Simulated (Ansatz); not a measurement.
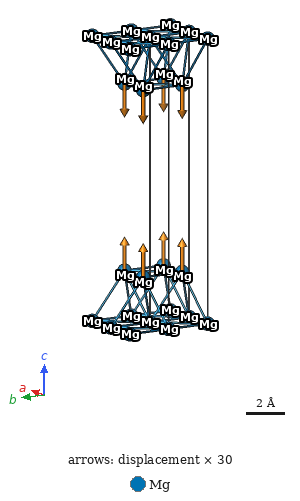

A relaxation of a crystal of Mg (set up in P-6m2). The starting structure is drawn; orange arrows show the displacements (the part carried along by the change of the cell is left out), 30 times their true length.

A ball-and-stick model of the cell of the calculation, repeated 2 × 2 × 1 with one cell outlined, seen from a free direction.

Case: 3 of 3 Li taken out, relaxed.

Method: Ansatz 0.2.0, DFT r2SCAN, scalar-relativistic, plane waves, PAW.

Input file:
```yaml
crystal:
  lattice:
    - [3.1235279614, 0.0, 0.0]
    - [-1.5617639807, 2.705054564, 0.0]
    - [0.0, 0.0, 15.2370158349]
  atoms:
    - { symbol: Mg, position: [0.0, 0.0, 0.0] }
    - { symbol: Mg, position: [0.6666666667, 0.3333333333, 0.8282077065] }
    - { symbol: Mg, position: [0.6666666667, 0.3333333333, 0.1717922935] }
basis:
  ecutwfc: 500
kpoints:
  mp_grid: { grid: [12, 12, 4] }
hamiltonian:
  xc: r2scan
scf:
  occupations: { method: gaussian, width: 0.1 }
output:
  forces: true
  stress: true
  eigenvalues: true
relax:
  adjacent_minimum: "off"
  f_tol: 0.025
  max_steps: 70
  cell: { stress_tol: 0.12 }
```

Launched with:
```bash
ansatz run input.yaml --threads 2 --pin off --max-ram 5120MiB --backend cpu --events-out ev --progress --plain --runs-dir out
```

> Describe the change and its energy.

The largest moves relative to the cell, 0.061 Å, are those of Mg2 and Mg3. Mg3 goes along +c. The drawn cell changes as follows: a = b 3.124 → 3.090 Å (−1.1 %), c 15.237 → 15.259 Å (+0.1 %); the volume changes by −2.0 %. Some distances before and after: Mg1–Mg2 3.179 → 3.221 Å, Mg1–Mg1 3.124 → 3.090 Å. The space group stays P-6m2 (No. 187). The energy falls by 3.4 meV per atom in 2 accepted moves (3 points after the start). Largest force component: 0.086 eV/Å at the start, 0.00072 eV/Å at the end. Pressure: −0.17 GPa at the start and 0.01 GPa at the end. At 1 point the geometry stayed and the basis and grid were re-selected for the new cell (energy shift of 0.1 meV per atom at most each time).
